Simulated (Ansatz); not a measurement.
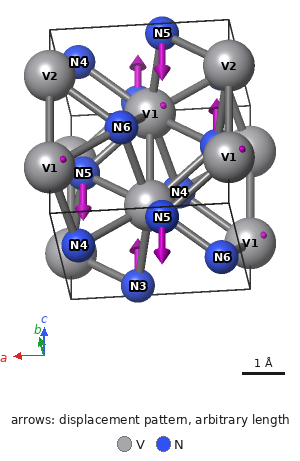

Lattice vibrations of a crystal of VN2, space group I4/mcm (No. 140), at the zone centre. The optical levels lie at 203, 220, 304 (×2), 452, 538 (×2), 614 (×2), 630 (×2), 640, 666, 966, 1007 cm⁻¹. One mode is drawn. Displacements are drawn as purple arrows; their common scale and sign are arbitrary. Style: ball-and-stick. Shown: the conventional cell (2 times the calculation's cell), from a free direction. Lengths and directions refer to the drawn axes.

Level of theory: DFT PBE, scalar-relativistic, plane waves, PAW in Ansatz. (plane-wave cutoff 420 eV; k-point mesh 12 × 12 × 12; occupations fermi dirac; smearing width 0.15 eV; no spin polarisation)

The frequencies depend somewhat on the k-mesh and the smearing.

> Which of these frequencies is the drawn mode's?

The level at 630 cm⁻¹. This is the E_g mode (doubly degenerate; one member of the set is drawn), optical level 7 of 11, counted from below, Raman-active by symmetry. Atoms of one kind move against one another, with no net shift of any sublattice; the kinetic energy is shared as N 96 %, V 4 %.
